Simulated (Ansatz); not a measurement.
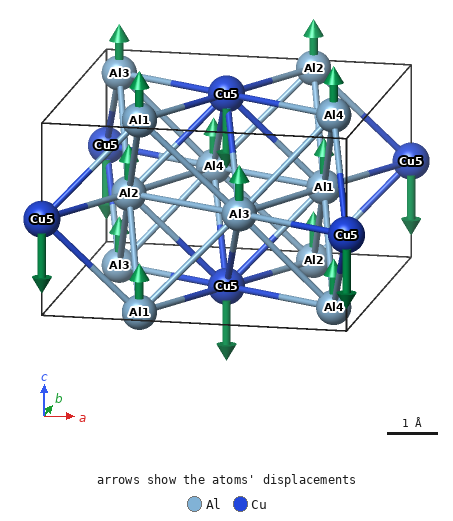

The lowest optical mode of crystalline Al$_{4}$Cu (a generated structure), space group I4/m (No. 87), at the zone centre. The green arrows give the relative displacements of the atoms. The picture is a ball-and-stick view of the conventional cell (2 times the calculation's cell), seen slightly off an axis. Lengths and directions refer to the drawn axes.

Method: DFT PBE, scalar-relativistic, plane waves, PAW in Ansatz.

Input
```yaml
crystal:
  lattice:
    - [-3.119246421, 3.119246421, 1.9853640152]
    - [3.119246421, -3.119246421, 1.9853640152]
    - [3.119246421, 3.119246421, -1.9853640152]
  atoms:
    - { symbol: Al, position: [0.8946988969, 0.2978725989, 0.1925714957] }
    - { symbol: Al, position: [0.1053011031, 0.7021274011, 0.8074285043] }
    - { symbol: Al, position: [0.2978725989, 0.1053011031, 0.403173702] }
    - { symbol: Al, position: [0.7021274011, 0.8946988969, 0.596826298] }
    - { symbol: Cu, position: [0.5, 0.5, 0.0] }
basis:
  ecutwfc: 420
kpoints:
  mp_grid: { grid: [12, 12, 12] }
hamiltonian:
  xc: pbe
scf:
  occupations: { method: fermi_dirac, width: 0.15 }
output:
  eigenvalues: true
phonons:
  method: dfpt
  eigenvectors: true
```

Command:
```bash
ansatz run input.yaml --threads 1 --pin off --max-ram 2560MiB --backend cpu --events-out ev --progress --plain --runs-dir out
```

The frequencies depend somewhat on the k-mesh and the smearing.

### Is this crystal at a minimum with respect to the drawn distortion?

Yes: this softest mode has a real frequency, and so have all others here. That speaks for this wave vector alone: the rest of the zone wasn't checked in this run. This is the A_u mode at 2.85 THz, the lowest optical level, infrared-active by symmetry. The Cu sublattice moves against the Al sublattice, along c; the kinetic energy is shared as Cu 63 %, Al 37 %. The crystal is a metal, so free carriers screen the infrared response.
